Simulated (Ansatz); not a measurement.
Take the following structure.

```
Co O
1.0
     3.19906    0.00000    0.00000
    -1.59953    2.77047    0.00000
     0.00000    0.00000    5.34139
Co O
2 2
Direct
  0.33333 0.66667 0.00690
  0.66667 0.33333 0.50690
  0.33333 0.66667 0.36811
  0.66667 0.33333 0.86811
```

> What does this file describe?

The formula is CoO. Space group P6_3mc (No. 186), lattice primitive hexagonal. The arrangement is known as wurtzite. The cell comprises 2 formula units: 2 Co, 2 O. Each Co is bonded to four O in a tetrahedral arrangement at 1.93 to 1.99 Å. Each O has four Co in a tetrahedral arrangement at 1.93 to 1.99 Å. The bonds build a three-dimensional framework.

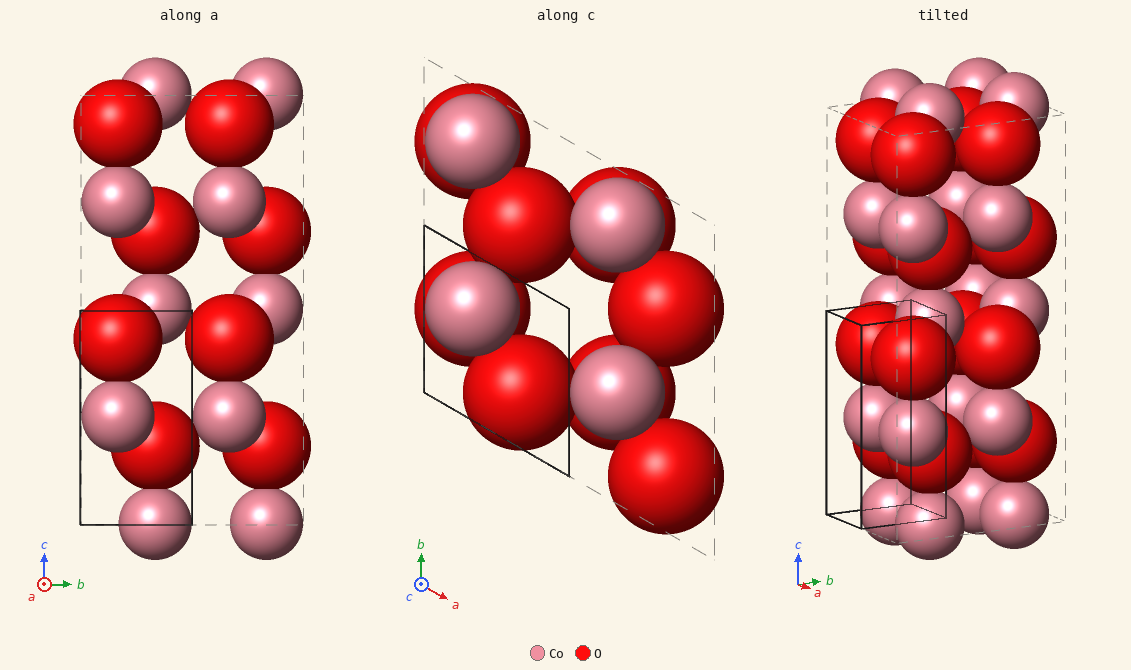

An orthographic space-filling view of the structure, along the a axis, along the c axis and slightly off an axis. The solid box is one conventional unit cell, and 2×2×2 cells are shown. Colours: cobalt pink, oxygen red.

It goes back to a structure listed in the Materials Project. The cell was then strained or its atoms displaced on purpose. It went into a calculation with Ansatz.
